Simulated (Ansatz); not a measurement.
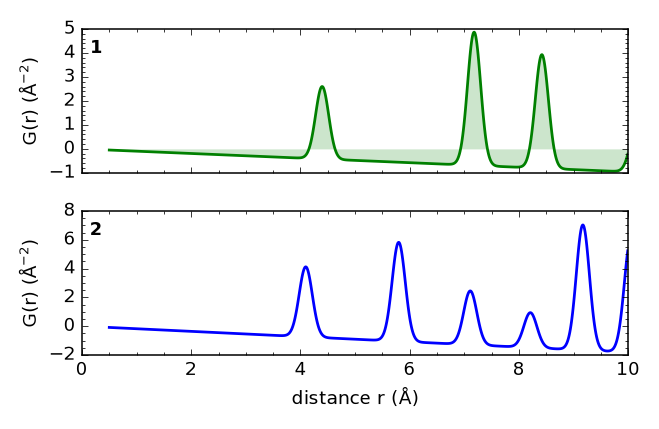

Computed X-ray G(r), with each pair weighted by the product of the atomic numbers (X-ray weights at Q = 0) and a uniform peak width σ = 0.12 Å.

Candidate structures:

A. 
```cif
data_structure
_symmetry_space_group_name_H-M 'P 1'
_symmetry_Int_Tables_number 1
_cell_length_a 10.1570
_cell_length_b 10.1570
_cell_length_c 10.1570
_cell_angle_alpha 90.000
_cell_angle_beta 90.000
_cell_angle_gamma 90.000
_cell_volume 1047.83
loop_
_atom_site_label
_atom_site_type_symbol
_atom_site_fract_x
_atom_site_fract_y
_atom_site_fract_z
_atom_site_occupancy
K1 K 0.75000 0.75000 0.75000 1
K2 K 0.00000 0.50000 0.00000 1
K3 K 0.75000 0.25000 0.25000 1
K4 K 0.00000 0.00000 0.50000 1
K5 K 0.25000 0.75000 0.25000 1
K6 K 0.50000 0.50000 0.50000 1
K7 K 0.25000 0.25000 0.75000 1
K8 K 0.50000 0.00000 0.00000 1
```

B. 
```yaml
crystal:
  lattice:
    - [4.10279, 0.00000, 0.00000]
    - [0.00000, 4.10279, 0.00000]
    - [0.00000, 0.00000, 4.10279]
  atoms:
    - { symbol: K, position: [0.00000, 0.00000, 0.00000] }
```

Origins: A, the input geometry of an electronic-structure calculation (not necessarily at equilibrium); the starting structure was generated, so it need not be a known form of this composition; B, coordinates from a relaxation with Ansatz, DFT, LDA (PW92), plane waves (420 eV) with PAW, scalar-relativistic; the starting structure was generated, so it need not be a known form of this composition.

### Which PDF belongs to which candidate?

curve 1 is A (K, first clear peaks at 4.40 Å (K–K) and 7.18 Å (K–K)); curve 2 is B (K, first clear peaks at 4.10 Å (K–K) and 5.80 Å (K–K)).
